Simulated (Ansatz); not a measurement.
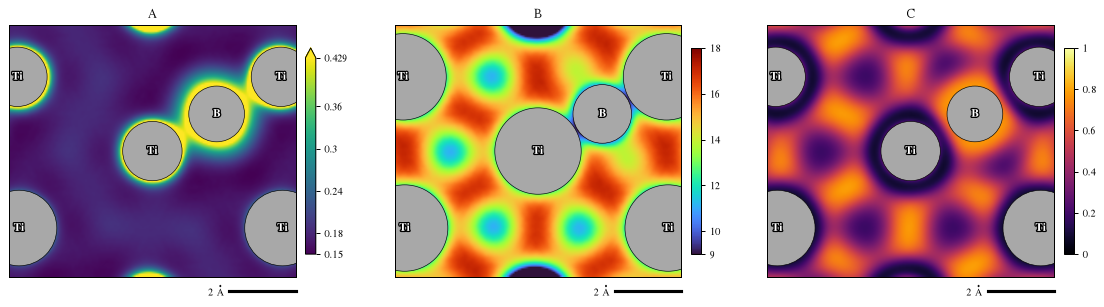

Ti$_{18}$B (cell with a defect): 3 fields on the (111) plane of the calculation cell, with unlabelled colour scales. Grey discs cover the atomic cores.

Computed without spin polarisation.

Theory: DFT PBE, scalar-relativistic, plane waves, PAW (Ansatz).

The panels show electron localisation function, electrostatic potential energy of an electron and valence pseudo-density in some order. Assign them.

Panel A: valence pseudo-density. Panel B: electrostatic potential energy of an electron (low next to the atoms, rising into the space between them). Panel C: electron localisation function.
